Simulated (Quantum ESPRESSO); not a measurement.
## CuCl₂: band-structure run (part 2 of 2)

Continued. System: CuCl₂ (3 atoms in the cell). Method: Kohn-Sham DFT of a periodic cell, LDA, GBRV 1.5 LDA, no spin polarisation (Quantum ESPRESSO 7.5); cutoff 761.92 eV, 8×8×8 k-mesh, fermi-dirac of 0.05 eV. The structure derives from a Materials Project entry.

Geometry of the input (Å; fractional positions):
```
-2.2549  2.2549  6.8599
2.2549  -2.2549  6.8599
2.2549  2.2549  -6.8599
Cu 0.0000  0.0000  0.0000
Cl -0.0000  0.5000  0.5000
Cl 0.5000  0.0000  0.5000
```

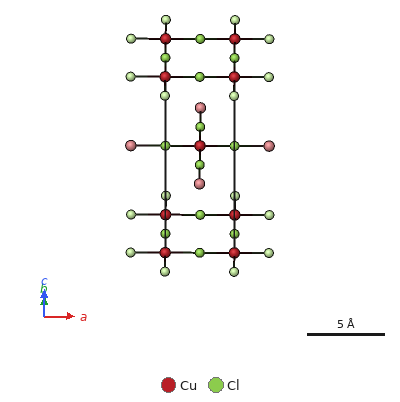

Figure 1. The input geometry (ball-and-stick view of the cell 2 times as large as that of the calculation, set on its symmetry axes, seen at an oblique angle; neighbours outside the cell are drawn fainter). An atom can appear more than once, as a periodic image.

The program's output, continued:
```
  -112.8687 -70.8827 -70.8827 -70.3964 -16.0929 -15.9088  -7.9044  -6.4018
    -5.8505  -4.6708  -4.5916  -3.3565  -3.0427  -2.7038  -2.5452  -2.2295
    -0.7609   3.3615   4.5068   6.0751   6.3288   7.1117   7.4851   7.9957

          k =-0.4694-0.4694 0.0000 (  6662 PWs)   bands (ev):

  -112.8687 -70.8827 -70.8827 -70.3964 -15.9652 -15.9652  -8.2240  -6.4661
    -6.0642  -4.6850  -4.6821  -3.3431  -3.0093  -2.4936  -2.4902  -1.9198
    -0.1877   2.9941   5.9593   6.0952   6.1820   6.2394   7.2337   7.8730

          k = 0.1173 0.0000 0.0386 (  6637 PWs)   bands (ev):

  -112.8687 -70.8826 -70.8826 -70.3964 -16.6695 -15.5865  -6.2443  -5.9654
    -4.5379  -4.2881  -3.8046  -3.7702  -3.7654  -3.5486  -3.0022  -2.8577
    -2.7833   1.1991   3.8332   5.4483   6.7789   7.5035   8.0169   8.2825

          k = 0.2347 0.1173 0.0386 (  6651 PWs)   bands (ev):

  -112.8687 -70.8826 -70.8826 -70.3964 -16.4901 -15.7085  -6.7984  -6.0410
    -4.8058  -4.6167  -4.1157  -3.4864  -3.4734  -3.4606  -2.9792  -2.7664
    -2.2932   2.3668   4.3461   4.7697   6.9715   7.5161   8.2324   8.8254

          k = 0.3520 0.2347 0.0386 (  6663 PWs)   bands (ev):

  -112.8687 -70.8827 -70.8826 -70.3964 -16.2102 -15.8710  -7.5199  -6.2753
    -5.5447  -4.6736  -4.4339  -3.3825  -3.1465  -3.0019  -2.5752  -2.5599
    -1.4397   3.7940   3.8851   5.4611   6.5435   7.5130   8.0569   8.2443

          k = 0.4694 0.3520 0.0386 (  6664 PWs)   bands (ev):

  -112.8687 -70.8827 -70.8827 -70.3964 -15.9976 -15.9705  -8.0620  -6.4295
    -5.9585  -4.6888  -4.6256  -3.3495  -3.0322  -2.6253  -2.4959  -2.0701
    -0.5233   3.1753   5.2536   6.1363   6.1773   6.9694   7.2387   7.7121

          k = 0.2347 0.0000 0.0771 (  6636 PWs)   bands (ev):

  -112.8687 -70.8826 -70.8826 -70.3964 -16.5324 -15.6901  -6.7031  -5.8417
    -4.6164  -4.5338  -3.8448  -3.7682  -3.7297  -3.5648  -2.8522  -2.7842
    -2.6929   2.2084   4.2190   5.0287   6.8919   7.6159   8.3251   8.6857

          k = 0.3520 0.1173 0.0771 (  6651 PWs)   bands (ev):

  -112.8687 -70.8827 -70.8826 -70.3964 -16.3013 -15.8567  -7.1797  -5.9438
    -5.1081  -4.6848  -4.1676  -3.5145  -3.4623  -3.4034  -2.7276  -2.5885
    -2.2728   3.5617   4.2403   5.1629   6.6180   7.6488   8.2205   8.5617

          k = 0.4694 0.2347 0.0771 (  6671 PWs)   bands (ev):

  -112.8687 -70.8827 -70.8826 -70.3964 -16.0732 -15.9831  -7.6693  -6.2729
    -5.6596  -4.7015  -4.4545  -3.3744  -3.1693  -2.9631  -2.5053  -2.3808
    -1.3800   3.6117   4.6796   6.0492   6.1844   7.1506   7.4750   8.3197

          k = 0.5867 0.3520 0.0771 (  6670 PWs)   bands (ev):

  -112.8687 -70.8827 -70.8827 -70.3964 -16.0929 -15.9089  -7.9044  -6.4018
    -5.8504  -4.6741  -4.5893  -3.3561  -3.0425  -2.7080  -2.5425  -2.2296
    -0.7609   3.3368   4.6860   5.9864   6.6620   6.9165   7.4034   7.8559

          k = 0.1173-0.1173 0.0771 (  6647 PWs)   bands (ev):

  -112.8687 -70.8826 -70.8826 -70.3964 -16.6223 -15.6169  -6.3622  -6.0707
    -4.5593  -4.4647  -3.9882  -3.6213  -3.5871  -3.5162  -3.0238  -2.9372
    -2.5086   1.5068   3.9809   5.2512   6.8321   7.4215   8.1127   8.4417

          k = 0.3520 0.0000 0.1157 (  6652 PWs)   bands (ev):

  -112.8687 -70.8827 -70.8826 -70.3964 -16.3354 -15.8537  -7.0735  -5.6662
    -4.8137  -4.6902  -3.8581  -3.7904  -3.7663  -3.5914  -2.7947  -2.6199
    -2.5931   3.4910   4.3537   5.2102   6.5267   7.6231   8.2399   8.8167

          k = 0.4694 0.1173 0.1157 (  6657 PWs)   bands (ev):

  -112.8687 -70.8827 -70.8826 -70.3964 -16.1455 -15.9956  -7.3217  -5.8843
    -5.2394  -4.7141  -4.1796  -3.5445  -3.4559  -3.3875  -2.5581  -2.5144
    -2.3441   4.0435   4.3779   5.8804   6.1057   7.4609   7.5324   8.5617

          k = 0.5867 0.2347 0.1157 (  6660 PWs)   bands (ev):

  -112.8687 -70.8827 -70.8826 -70.3964 -16.2101 -15.8710  -7.5200  -6.2753
    -5.5446  -4.6761  -4.4331  -3.3821  -3.1462  -3.0045  -2.5742  -2.5600
    -1.4396   3.7290   4.0113   5.7228   6.5062   7.0821   8.0004   8.3810

          k = 0.1173-0.2347 0.1157 (  6655 PWs)   bands (ev):

  -112.8687 -70.8826 -70.8826 -70.3964 -16.4901 -15.7086  -6.7984  -6.0410
    -4.8058  -4.6190  -4.1156  -3.4860  -3.4735  -3.4616  -2.9788  -2.7660
    -2.2931   2.3927   4.2580   4.9866   6.7273   7.7092   8.1090   8.7621

          k =-0.4694-0.0000-0.1543 (  6672 PWs)   bands (ev):

  -112.8687 -70.8827 -70.8826 -70.3964 -16.1745 -16.0008  -7.2102  -5.5534
    -4.9661  -4.7193  -3.8595  -3.8333  -3.7655  -3.5964  -2.7674  -2.5933
    -2.5182   4.2141   4.2858   5.8822   6.0039   7.5509   7.5946   8.8805

          k =-0.3520 0.1173-0.1543 (  6647 PWs)   bands (ev):

  -112.8687 -70.8827 -70.8826 -70.3964 -16.3012 -15.8567  -7.1797  -5.9439
    -5.1080  -4.6861  -4.1677  -3.5145  -3.4620  -3.4043  -2.7275  -2.5883
    -2.2726   3.6148   4.1672   5.4095   6.4462   7.3345   8.2880   8.7089

          k =-0.2347 0.2347-0.1543 (  6666 PWs)   bands (ev):

  -112.8687 -70.8826 -70.8826 -70.3964 -16.3731 -15.7673  -7.1425  -6.2381
    -5.2326  -4.6344  -4.3329  -3.4101  -3.1650  -3.0991  -2.9701  -2.6981
    -1.7382   2.9844   4.0851   5.1730   6.6063   7.7807   7.7808   8.7343

          k = 0.2347 0.2347 0.0771 (  6659 PWs)   bands (ev):

  -112.8687 -70.8826 -70.8826 -70.3964 -16.3731 -15.7673  -7.1424  -6.2380
    -5.2327  -4.6318  -4.3336  -3.4105  -3.1628  -3.0995  -2.9701  -2.6990
    -1.7382   2.9425   4.1881   4.8901   6.7653   7.6970   8.0318   8.8367

          k = 0.3520 0.3520 0.0771 (  6671 PWs)   bands (ev):

  -112.8687 -70.8827 -70.8827 -70.3964 -16.0929 -15.9089  -7.9044  -6.4018
    -5.8505  -4.6714  -4.5912  -3.3564  -3.0426  -2.7045  -2.5447  -2.2295
    -0.7609   3.3571   4.5369   6.0390   6.4215   7.0159   7.4849   7.9382

          k = 0.4694 0.4694 0.0771 (  6688 PWs)   bands (ev):

  -112.8687 -70.8827 -70.8827 -70.3964 -15.9652 -15.9652  -8.2240  -6.4661
    -6.0642  -4.6845  -4.6825  -3.3432  -3.0093  -2.4931  -2.4907  -1.9198
    -0.1877   2.9946   5.9828   5.9921   6.1502   6.3882   7.2732   7.6454

          k = 0.0000 0.0000 0.0771 (  6659 PWs)   bands (ev):

  -112.8687 -70.8826 -70.8826 -70.3964 -16.7182 -15.5517  -6.0088  -6.0088
    -4.5071  -4.1866  -3.8309  -3.7710  -3.7710  -3.5561  -3.1088  -2.8282
    -2.8282   0.8265   3.7297   5.5735   6.6237   7.9424   7.9424   8.1361

          k = 0.3520 0.2347 0.1157 (  6665 PWs)   bands (ev):

  -112.8687 -70.8827 -70.8826 -70.3964 -16.2102 -15.8710  -7.5199  -6.2753
    -5.5447  -4.6746  -4.4336  -3.3824  -3.1463  -3.0030  -2.5748  -2.5600
    -1.4396   3.7537   3.9518   5.5556   6.5302   7.2912   8.0139   8.3673

          k = 0.4694 0.3520 0.1157 (  6688 PWs)   bands (ev):

  -112.8687 -70.8827 -70.8827 -70.3964 -15.9976 -15.9705  -8.0620  -6.4295
    -5.9585  -4.6888  -4.6256  -3.3496  -3.0322  -2.6253  -2.4959  -2.0701
    -0.5234   3.1757   5.2521   6.1443   6.1675   7.0550   7.2523   7.4093

          k = 0.0000-0.1173 0.1157 (  6663 PWs)   bands (ev):

  -112.8687 -70.8826 -70.8826 -70.3964 -16.6695 -15.5865  -6.2444  -5.9655
    -4.5419  -4.2881  -3.8050  -3.7702  -3.7654  -3.5481  -3.0016  -2.8573
    -2.7833   1.2161   3.8964   5.3971   6.7449   7.5768   8.0720   8.2838

          k = 0.4694 0.2347 0.1543 (  6672 PWs)   bands (ev):

  -112.8687 -70.8827 -70.8826 -70.3964 -16.0732 -15.9831  -7.6693  -6.2729
    -5.6596  -4.7015  -4.4545  -3.3744  -3.1693  -2.9631  -2.5053  -2.3808
    -1.3800   3.6112   4.6837   6.0886   6.1378   7.2029   7.3130   8.3362

          k = 0.5867 0.3520 0.1543 (  6691 PWs)   bands (ev):

  -112.8687 -70.8827 -70.8827 -70.3964 -16.0929 -15.9089  -7.9044  -6.4018
    -5.8504  -4.6728  -4.5903  -3.3563  -3.0426  -2.7063  -2.5436  -2.2296
    -0.7609   3.3467   4.6106   5.9974   6.6391   6.8211   7.4511   7.8806

          k = 0.0000-0.2347 0.1543 (  6658 PWs)   bands (ev):

  -112.8687 -70.8826 -70.8826 -70.3964 -16.5323 -15.6901  -6.7032  -5.8417
    -4.6195  -4.5338  -3.8460  -3.7682  -3.7296  -3.5647  -2.8513  -2.7838
    -2.6929   2.2399   4.1980   5.2236   6.6019   7.8658   8.1380   8.3980

          k = 0.1173-0.1173 0.1543 (  6666 PWs)   bands (ev):

  -112.8687 -70.8826 -70.8826 -70.3964 -16.6223 -15.6169  -6.3623  -6.0708
    -4.5639  -4.4647  -3.9878  -3.6214  -3.5884  -3.5155  -3.0233  -2.9364
    -2.5086   1.5311   4.0398   5.2881   6.6364   7.5720   8.2007   8.4525

          k =-0.9387-0.3520-0.1157 (  6666 PWs)   bands (ev):

  -112.8687 -70.8827 -70.8826 -70.3964 -16.3354 -15.8537  -7.0735  -5.6663
    -4.8137  -4.6917  -3.8592  -3.7903  -3.7663  -3.5913  -2.7940  -2.6199
    -2.5931   3.5519   4.2566   5.5552   6.3066   7.1808   8.4310   8.8912

          k =-0.8214-0.2347-0.1157 (  6655 PWs)   bands (ev):

  -112.8687 -70.8826 -70.8826 -70.3964 -16.4900 -15.7086  -6.7985  -6.0411
    -4.8057  -4.6223  -4.1154  -3.4854  -3.4737  -3.4632  -2.9783  -2.7654
    -2.2930   2.4293   4.1891   5.2984   6.4254   7.7574   7.9815   8.7241

          k = 0.0000 0.4694-0.0771 (  6667 PWs)   bands (ev):

  -112.8687 -70.8827 -70.8826 -70.3964 -16.1745 -16.0008  -7.2102  -5.5534
    -4.9661  -4.7193  -3.8595  -3.8333  -3.7655  -3.5964  -2.7673  -2.5933
    -2.5181   4.2209   4.2799   5.7391   6.2064   7.4240   7.6362   8.9181

          k =-0.8214-0.3520-0.0771 (  6669 PWs)   bands (ev):

  -112.8687 -70.8827 -70.8826 -70.3964 -16.3012 -15.8568  -7.1798  -5.9439
    -5.1080  -4.6874  -4.1678  -3.5145  -3.4617  -3.4052  -2.7274  -2.5882
    -2.2724   3.6763   4.0991   5.7395   6.2826   6.9551   8.4362   8.7650

          k =-0.7040-0.2347-0.0771 (  6653 PWs)   bands (ev):

  -112.8687 -70.8826 -70.8826 -70.3964 -16.3730 -15.7673  -7.1425  -6.2381
    -5.2326  -4.6370  -4.3322  -3.4097  -3.1671  -3.0988  -2.9702  -2.6972
    -1.7382   3.0285   4.0088   5.5292   6.3592   7.6048   7.8029   8.4787

          k = 0.0000 0.3520-0.0386 (  6641 PWs)   bands (ev):

  -112.8687 -70.8827 -70.8826 -70.3964 -16.3355 -15.8536  -7.0734  -5.6662
    -4.8137  -4.6892  -3.8573  -3.7904  -3.7663  -3.5915  -2.7952  -2.6199
    -2.5931   3.4509   4.4584   4.9775   6.7153   7.8143   8.2331   8.7689

          k = 0.1173 0.4694-0.0386 (  6657 PWs)   bands (ev):

  -112.8687 -70.8827 -70.8826 -70.3964 -16.1455 -15.9956  -7.3217  -5.8843
    -5.2394  -4.7141  -4.1796  -3.5445  -3.4559  -3.3875  -2.5581  -2.5144
    -2.3441   4.0491   4.3692   5.7822   6.2655   7.4262   7.5332   8.4434

          k =-0.7040-0.3520-0.0386 (  6669 PWs)   bands (ev):

  -112.8687 -70.8827 -70.8826 -70.3964 -16.2101 -15.8710  -7.5200  -6.2753
    -5.5446  -4.6771  -4.4328  -3.3819  -3.1460  -3.0056  -2.5738  -2.5601
    -1.4395   3.7190   4.0442   5.8801   6.4820   6.9658   7.9909   8.1360

          k = 0.0000 0.2347 0.0000 (  6644 PWs)   bands (ev):

  -112.8687 -70.8826 -70.8826 -70.3964 -16.5324 -15.6901  -6.7031  -5.8416
    -4.6151  -4.5338  -3.8442  -3.7682  -3.7298  -3.5649  -2.8526  -2.7843
    -2.6929   2.1953   4.2329   4.9524   7.0915   7.4286   8.2967   8.6976

          k = 0.1173 0.3520 0.0000 (  6660 PWs)   bands (ev):

  -112.8687 -70.8827 -70.8826 -70.3964 -16.3013 -15.8567  -7.1797  -5.9438
    -5.1081  -4.6842  -4.1675  -3.5145  -3.4624  -3.4031  -2.7277  -2.5885
    -2.2729   3.5413   4.2753   5.0681   6.6964   7.7685   8.3216   8.3552

          k = 0.2347 0.4694 0.0000 (  6664 PWs)   bands (ev):

  -112.8687 -70.8827 -70.8826 -70.3964 -16.0732 -15.9831  -7.6693  -6.2729
    -5.6596  -4.7015  -4.4545  -3.3744  -3.1693  -2.9631  -2.5053  -2.3808
    -1.3800   3.6122   4.6755   6.0280   6.2126   7.1259   7.7280   8.3075

          k =-0.5867-0.3520 0.0000 (  6672 PWs)   bands (ev):

  -112.8687 -70.8827 -70.8827 -70.3964 -16.0928 -15.9089  -7.9044  -6.4018
    -5.8504  -4.6747  -4.5889  -3.3561  -3.0424  -2.7087  -2.5421  -2.2296
    -0.7609   3.3328   4.7177   5.9890   6.6034   7.0468   7.5253   7.8463

          k = 0.4694 0.4694 0.1543 (  6696 PWs)   bands (ev):

  -112.8687 -70.8827 -70.8827 -70.3964 -15.9652 -15.9652  -8.2240  -6.4661
    -6.0642  -4.6835  -4.6835  -3.3432  -3.0093  -2.4919  -2.4919  -1.9198
    -0.1877   2.9950   5.9228   6.0716   6.0716   6.4882   7.4038   7.4039

          k = 0.0000 0.0000 0.1543 (  6659 PWs)   bands (ev):

  -112.8687 -70.8826 -70.8826 -70.3964 -16.7182 -15.5517  -6.0089  -6.0089
    -4.5134  -4.1866  -3.8309  -3.7710  -3.7710  -3.5551  -3.1078  -2.8282
    -2.8282   0.8467   3.8435   5.3489   6.8237   8.0188   8.0188   8.1374

          k = 0.0000-0.1173 0.1929 (  6660 PWs)   bands (ev):

  -112.8687 -70.8826 -70.8826 -70.3964 -16.6694 -15.5865  -6.2445  -5.9656
    -4.5475  -4.2881  -3.8055  -3.7701  -3.7654  -3.5474  -3.0008  -2.8568
    -2.7833   1.2399   4.0062   5.2813   6.7762   7.6082   8.1587   8.2855

          k =-0.9387-0.2347-0.0771 (  6665 PWs)   bands (ev):

  -112.8687 -70.8826 -70.8826 -70.3964 -16.5323 -15.6901  -6.7032  -5.8418
    -4.6226  -4.5338  -3.8472  -3.7682  -3.7295  -3.5645  -2.8503  -2.7835
    -2.6929   2.2713   4.1899   5.4617   6.3546   7.6593   8.1202   8.4791

          k =-0.8214-0.1173-0.0771 (  6666 PWs)   bands (ev):

  -112.8687 -70.8826 -70.8826 -70.3964 -16.6222 -15.6169  -6.3624  -6.0708
    -4.5685  -4.4647  -3.9875  -3.6214  -3.5896  -3.5149  -3.0227  -2.9356
    -2.5086   1.5552   4.1115   5.3030   6.5202   7.6237   8.3387   8.4728

          k = 0.0000 0.5867-0.0386 (  6684 PWs)   bands (ev):

  -112.8687 -70.8827 -70.8826 -70.3964 -16.3354 -15.8537  -7.0735  -5.6663
    -4.8137  -4.6927  -3.8599  -3.7903  -3.7663  -3.5913  -2.7935  -2.6199
    -2.5931   3.5989   4.2011   5.9356   6.1524   6.7432   8.6293   8.9509

          k =-0.8214-0.2347-0.0386 (  6658 PWs)   bands (ev):

  -112.8687 -70.8826 -70.8826 -70.3964 -16.4900 -15.7086  -6.7986  -6.0411
    -4.8057  -4.6246  -4.1153  -3.4849  -3.4738  -3.4644  -2.9779  -2.7650
    -2.2929   2.4552   4.1567   5.6373   6.1102   7.5613   8.0792   8.7734

          k = 0.0000 0.4694 0.0000 (  6662 PWs)   bands (ev):

  -112.8687 -70.8827 -70.8826 -70.3964 -16.1745 -16.0008  -7.2102  -5.5534
    -4.9661  -4.7193  -3.8594  -3.8333  -3.7655  -3.5964  -2.7673  -2.5933
    -2.5181   4.2296   4.2722   5.6702   6.3475   7.3145   7.6483   8.9604

          k = 0.1173 0.5867 0.0000 (  6672 PWs)   bands (ev):

  -112.8687 -70.8827 -70.8826 -70.3964 -16.3012 -15.8568  -7.1798  -5.9439
    -5.1080  -4.6880  -4.1678  -3.5145  -3.4615  -3.4056  -2.7273  -2.5882
    -2.2723   3.7059   4.0694   5.9783   6.1816   6.7333   8.6247   8.6358

          k =-0.7040-0.2347 0.0000 (  6674 PWs)   bands (ev):

  -112.8687 -70.8826 -70.8826 -70.3964 -16.3730 -15.7673  -7.1426  -6.2381
    -5.2326  -4.6380  -4.3319  -3.4095  -3.1680  -3.0986  -2.9702  -2.6968
    -1.7382   3.0475   3.9810   5.7993   6.1310   7.5428   7.7692   8.4583

          k = 0.0000 0.0000 0.2314 (  6667 PWs)   bands (ev):

  -112.8687 -70.8826 -70.8826 -70.3964 -16.7182 -15.5517  -6.0090  -6.0090
    -4.5196  -4.1866  -3.8309  -3.7709  -3.7709  -3.5542  -3.1069  -2.8282
    -2.8282   0.8667   3.9980   5.0972   7.1015   7.9622   8.1053   8.1383

          k =-0.9387-0.1173-0.0386 (  6684 PWs)   bands (ev):

  -112.8687 -70.8826 -70.8826 -70.3964 -16.6694 -15.5865  -6.2446  -5.9656
    -4.5515  -4.2881  -3.8059  -3.7701  -3.7654  -3.5469  -3.0003  -2.8565
    -2.7833   1.2565   4.1073   5.1614   6.8701   7.5372   8.2281   8.2866

          k = 0.0000 0.7040 0.0000 (  6664 PWs)   bands (ev):

  -112.8687 -70.8826 -70.8826 -70.3964 -16.5323 -15.6901  -6.7032  -5.8418
    -4.6239  -4.5338  -3.8477  -3.7682  -3.7295  -3.5644  -2.8499  -2.7834
    -2.6929   2.2843   4.1897   5.5938   6.2366   7.4873   8.2131   8.7048

          k =-0.8214-0.1173 0.0000 (  6664 PWs)   bands (ev):

  -112.8687 -70.8826 -70.8826 -70.3964 -16.6222 -15.6169  -6.3625  -6.0708
    -4.5704  -4.4647  -3.9873  -3.6214  -3.5900  -3.5147  -3.0225  -2.9352
    -2.5086   1.5650   4.1462   5.2990   6.4915   7.6155   8.4780   8.6895

          k =-0.9387-0.9387-0.3086 (  6666 PWs)   bands (ev):

  -112.8687 -70.8826 -70.8826 -70.3964 -16.7181 -15.5517  -6.0090  -6.0090
    -4.5222  -4.1866  -3.8309  -3.7709  -3.7709  -3.5539  -3.1065  -2.8282
    -2.8282   0.8749   4.0860   4.9713   7.3360   7.6671   8.1392   8.1450

     the Fermi energy is    -2.1662 ev

!    total energy              =    -470.16748151 Ry
     estimated scf accuracy    <          1.2E-10 Ry
     smearing contrib. (-TS)   =      -0.00110070 Ry
     internal energy E=F+TS    =    -470.16638081 Ry

     The total energy is F=E-TS. E is the sum of the following terms:
     one-electron contribution =    -640.21722881 Ry
     hartree contribution      =     323.34560723 Ry
     xc contribution           =     -56.86561069 Ry
     ewald contribution        =     -96.42914854 Ry

     convergence has been achieved in  16 iterations

     negative rho (up, down):  2.843E-02 0.000E+00

     Forces acting on atoms (cartesian axes, Ry/au):

     atom    1 type  1   force =     0.00000000    0.00000000   -0.00000000
     atom    2 type  2   force =     0.00000000    0.00000000    0.00000000
     atom    3 type  2   force =     0.00000000    0.00000000    0.00000000

     Total force =     0.000000     Total SCF correction =     0.000000

     Computing stress (Cartesian axis) and pressure

     negative rho (up, down):  2.843E-02 0.000E+00
          total   stress  (Ry/bohr**3)                   (kbar)     P=      -18.68
  -0.00018842  -0.00000000  -0.00000000          -27.72       -0.00       -0.00
  -0.00000000  -0.00018842   0.00000000           -0.00      -27.72        0.00
  -0.00000000  -0.00000000  -0.00000406           -0.00       -0.00       -0.60

=------------------------------------------------------------------------------=
   JOB DONE.
=------------------------------------------------------------------------------=
```

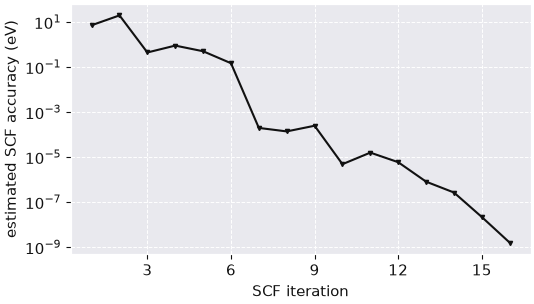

Figure 2. Convergence of the self-consistent field: estimated SCF accuracy against the iteration. The field takes 16 iterations in all.

Key numbers:

```json
{"quantity": "outcome", "value": "converged"}
{"quantity": "space group (tolerance 0.01 Å)", "value": "I4/mmm (139)"}
{"quantity": "electrons treated", "value": "33"}
{"quantity": "free energy", "value": "−6396.9545 eV"}
{"quantity": "Fermi energy", "value": "−2.166 eV"}
{"quantity": "gap on the k-point mesh", "value": "none (metallic)"}
{"quantity": "pressure", "value": "−1.87 GPa"}
{"quantity": "largest force (length of the vector)", "value": "under 0.001 eV/Å"}
{"quantity": "wall time", "value": "12 min (CPU time 24 min)"}
{"quantity": "peak memory", "value": "0.92 GiB"}
```

Remarks:

Notes on the run: negative rho. The run has no spin polarisation, so a magnetic state may lie lower.
